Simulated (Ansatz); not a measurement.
System: PbSe (zincblende type before relaxing), space group R3m, 2 atoms in the primitive cell, relaxed with r2SCAN; a = 4.841 Å, c = 11.265 Å (hexagonal axes). Starting point: PBE, Ansatz PAW set, no spin polarisation, no spin-orbit coupling, 4×4×4 k mesh, 420 eV cutoff, fixed occupations (Ansatz 0.2.0). Many-body step: G0W0 with empty bands 317, screening cutoff 150 eV and frequency treatment contour deformation.

In PBE the smallest gap over these k points is 0.56 eV, with direct gaps of 1.17 eV at F, 2.23 eV at (0.25, −0.50, −0.25) and 3.67 eV at Γ.

### What does G0W0 give?

Over the k points that were corrected, the smallest gap goes from 0.56 eV in PBE ((0.25, −0.50, −0.25) to F) to 0.99 eV in G0W0 ((0.25, −0.50, −0.25) to F), a change of +0.43 eV (+75 %). Counted from the valence top, the lowest empty level moves by +0.43 eV at F, +0.60 eV at (0.25, −0.50, −0.25) and +0.59 eV at Γ; over the 6 points that were corrected the shifts run from +0.43 to +0.60 eV: a spread of 0.17 eV on a mean of 0.53 eV, so one scissor shift describes this level only roughly. Only two empty levels a point were corrected, so a higher one could drop under them. The quasiparticle weight (renormalisation factor) lies between 0.69 and 0.78 for the top filled and first empty levels.

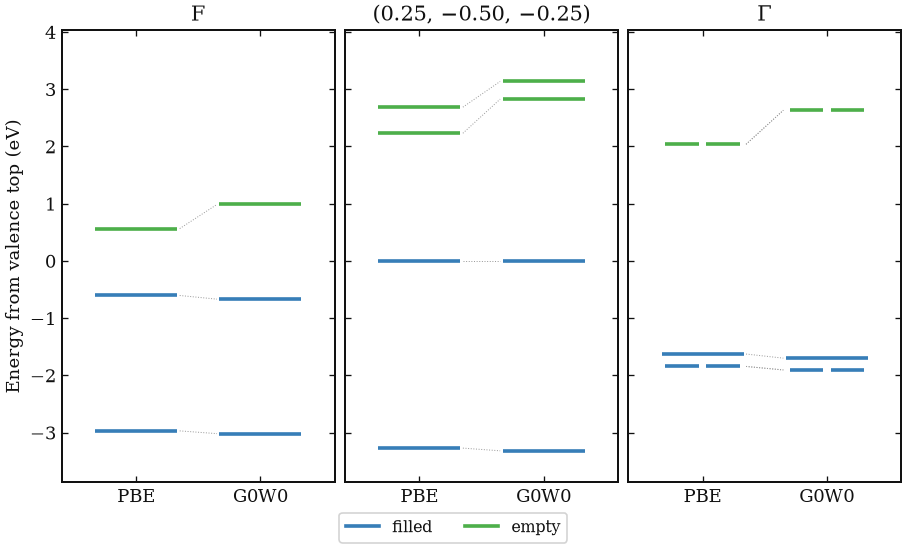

Levels at F, (0.25, −0.50, −0.25) and Γ in PBE and in G0W0, each set counted from its own valence top. Degenerate partners of corrected states are drawn at the same energy at named points, and can be missing at the others. In reduced coordinates of the cell that was run, F is (0.5, 0.5, 0).

```
             k point  PBE direct gap (eV)  G0W0 direct gap (eV)
                   F                 1.17                  1.66
(0.25, −0.50, −0.25)                 2.23                  2.83
                   Γ                 3.67                  4.33
```

The GW screening of so narrow a gap isn't settled on this k mesh. Spin-orbit coupling is left out, which matters for Pb and Se. The k mesh is thin for GW. The usual form of PbSe is rocksalt. Bands, cutoffs and mesh are finite, so these values aren't at the basis limit.
